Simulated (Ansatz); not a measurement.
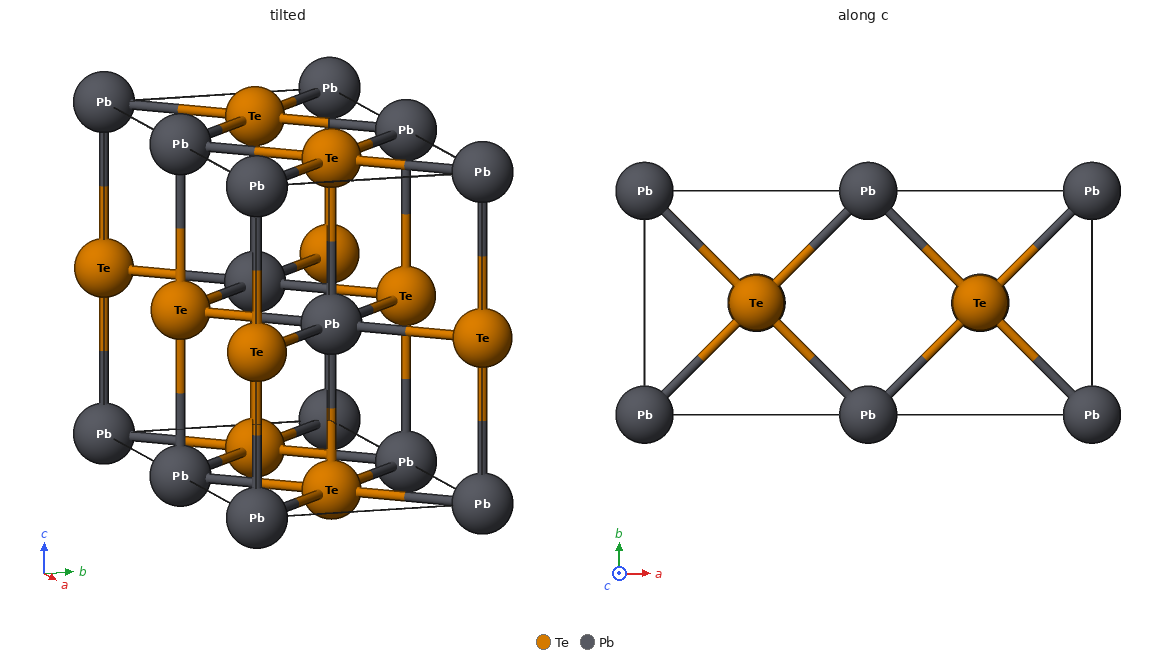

The structure above is drawn in ball-and-stick style and viewed slightly off an axis and along the c axis. The parallelepiped is the unit cell.

TePb, a = 9.172 Å, b = 4.586 Å, c = 6.499 Å, α = 90.00°, β = 90.00°, γ = 90.00°. Within 0.01 Å the space group is Fm-3m (No. 225), face-centred cubic: rock salt (NaCl type). The structure was taken from a structure listed in the Materials Project. Earlier steps of the study, as a rule a relaxation of our own, may have changed the cell and positions, so they can lie some per cent off the listed ones. It was run through Ansatz as a DFT input.

This one geometry was computed with Ansatz (DFT, plane waves, PAW) at five levels of theory: HSE06, PBE with spin-orbit coupling, r2SCAN, PBE0 and PBE.

How does the band gap change with the level of theory?

Answer. PBE with spin-orbit coupling: a gap of 0.06 eV, direct; PBE: a gap of 0.76 eV, direct; r2SCAN: a gap of 1.05 eV, direct; HSE06: a gap of 1.17 eV, direct; PBE0: a gap of 1.76 eV, direct.

Collect the results in a table.

Answer.
| level | cutoff (eV) | k-mesh of the run's cell | gap (eV) | pressure (GPa) |
| --- | --- | --- | --- | --- |
| HSE06 | 420 | 2×4×2 | 1.17 | 1.2 |
| PBE with spin-orbit coupling | 420 | 4×6×4 | 0.06 | 1.3 |
| r2SCAN | 500 | 4×6×4 | 1.05 | 0.9 |
| PBE0 | 420 | 2×4×2 | 1.76 | 1.2 |
| PBE | 420 | 4×6×4 | 0.76 | 1.5 |

Gaps are taken on the k-mesh or band path of each run.
